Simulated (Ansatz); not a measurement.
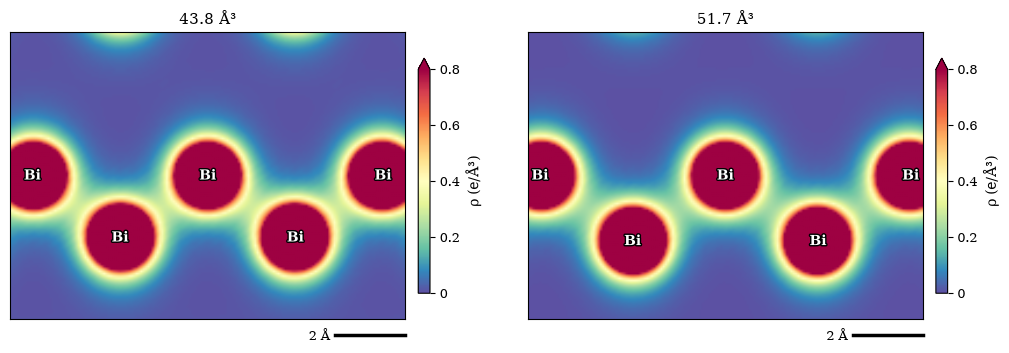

Bi. The valence pseudo-density of cells scaled evenly to different volumes (given per atom above each panel), on the (011̄) plane of each (indices in the axes of the cell below), at one length scale and on one colour scale.

A generated structure, not necessarily the stable one.

Method: DFT, revPBE, plane waves (420 eV) with PAW, scalar-relativistic in Ansatz 0.2.0.

The density is the valence pseudo-density of a PAW calculation; it isn't the true density close to the nuclei.

The largest cell:

```yaml
crystal:
  lattice:
    - [0.00000, 3.72601, 3.72601]
    - [3.72601, 0.00000, 3.72601]
    - [3.72601, 3.72601, 0.00000]
  atoms:
    - { symbol: Bi, position: [0.12500, 0.12500, 0.12500] }
    - { symbol: Bi, position: [0.87500, 0.87500, 0.87500] }
```

| volume (Å³/atom) | Bi–Bi contact in the plane (Å) | ρ at its midpoint (e/Å³) | pressure (GPa) | 
| --- | --- | --- | --- |
| 43.77 | 3.052 | 0.292 | 4.5 | 
| 49.74 | 3.185 | ? | ? | 
| 51.73 | 3.227 | 0.231 | −1.0 | 

Question: Estimate the missing row, and compare with the calculation.

Answer: Over the known rows ln ρ falls by 1.34 per Å of Bi–Bi distance (the line through the two), which gives 0.244 e/Å³ at 3.185 Å; the calculation gives 0.244 e/Å³. For the pressure, a straight line in volume between the neighbouring rows gives 0.4 GPa; the calculation gives 0.0, lower because pressure rises ever faster on compression.
